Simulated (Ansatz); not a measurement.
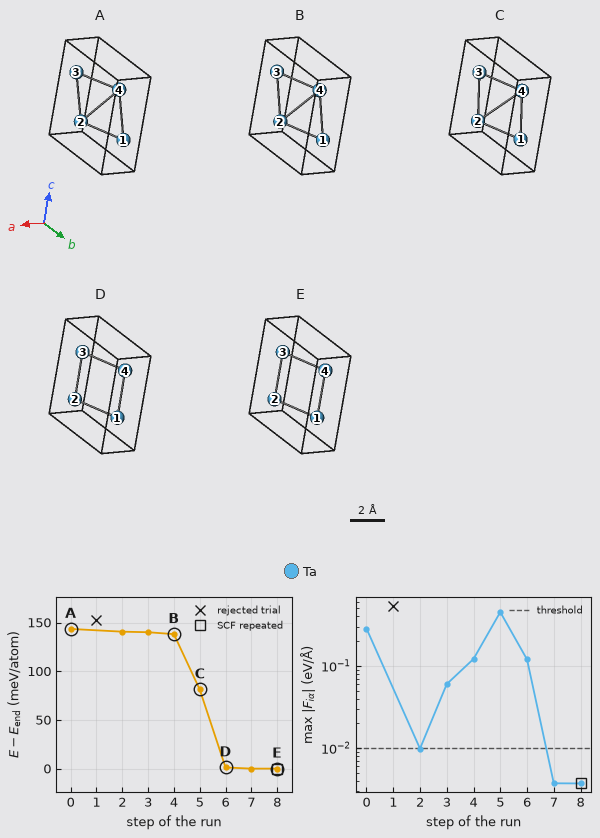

Frames of a relaxation of solid Ta (set up in P1), marked on the history of the run. Style: ball-and-stick. Shown: the cell of the calculation, from a free direction.

Case: a zone-boundary wave of random shape, sigma 0.02 Å; relaxed back.

Level of theory: DFT LDA, scalar-relativistic, plane waves, PAW (Ansatz 0.2.0).

Input file:
```yaml
crystal:
  lattice:
    - [-2.8385205507, 0.0, 0.0]
    - [0.0, 4.9164618122, 0.0]
    - [1.4192602754, -2.4582309061, -5.0658835793]
  atoms:
    - { symbol: Ta, position: [0.1266184921, 0.7924477797, 0.2510223655] }
    - { symbol: Ta, position: [0.6233815079, 0.2908855537, 0.2489776345] }
    - { symbol: Ta, position: [0.8762533969, 0.2091024636, 0.7445836923] }
    - { symbol: Ta, position: [0.3737466031, 0.707564203, 0.7554163077] }
basis:
  ecutwfc: 420
kpoints:
  mp_grid: { grid: [12, 12, 12] }
hamiltonian:
  xc: lda
scf:
  occupations: { method: gaussian, width: 0.15 }
output:
  forces: true
  stress: true
  eigenvalues: true
relax:
  adjacent_minimum: "off"
  f_tol: 0.01
  max_steps: 80
```

Launched with:
```bash
ansatz run input.yaml --threads 1 --pin off --max-ram 2560MiB --backend cpu --events-out ev --progress --plain --runs-dir out
```

Question: What happens along the run?

Answer: The largest moves, 0.41 Å, are those of Ta1, Ta2, Ta3 and Ta4. Ta3 goes along [−3 1 0]. The cell stays as it was. Some distances before and after: Ta1–Ta3 2.990 → 3.529 Å, Ta1–Ta4 3.000 → 3.529 Å, Ta2–Ta3 3.034 → 3.529 Å, Ta2–Ta4 3.044 → 3.529 Å. The space group (tolerance 0.01 Å) goes from P1 (No. 1) to Fmmm (No. 69). The energy falls by 143 meV per atom in 6 accepted moves (8 points after the start). Largest force component: 0.28 eV/Å at the start, 0.0037 eV/Å at the end. The line search rejected the trial step at point 1 of the run. 1 step only repeated the SCF at the same geometry. The forces were under the threshold at step 2, but the run went on from there. The run took 5.6 min on 1 thread of AMD EPYC 9R45 96-Core Processor (Zen 5) (shared host), peak memory 1.6 GiB. From step 0 to 4: Ta3 moves most (0.06 Å), energy −5.3 meV per atom. From step 4 to 5: Ta atoms move most (0.15 Å), energy −56.8 meV per atom. From step 5 to 6: Ta atoms move most (0.20 Å), energy −80.1 meV per atom. From step 6 to 8: Ta3 moves most (0.02 Å), energy −1.2 meV per atom.

```json
{"step": "0", "E − E(0), meV/atom": "0.00", "largest force component, eV/Å": "0.2847", "note": ""}
{"step": "1", "E − E(0), meV/atom": "8.70", "largest force component, eV/Å": "0.5413", "note": "rejected"}
{"step": "2", "E − E(0), meV/atom": "-2.82", "largest force component, eV/Å": "0.0098", "note": ""}
{"step": "3", "E − E(0), meV/atom": "-3.38", "largest force component, eV/Å": "0.0601", "note": ""}
{"step": "4", "E − E(0), meV/atom": "-5.35", "largest force component, eV/Å": "0.1214", "note": ""}
{"step": "5", "E − E(0), meV/atom": "-62.18", "largest force component, eV/Å": "0.4518", "note": ""}
{"step": "6", "E − E(0), meV/atom": "-142.24", "largest force component, eV/Å": "0.1198", "note": ""}
{"step": "7", "E − E(0), meV/atom": "-143.44", "largest force component, eV/Å": "0.0037", "note": ""}
{"step": "8", "E − E(0), meV/atom": "-143.44", "largest force component, eV/Å": "0.0037", "note": "same geometry, SCF repeated"}
```
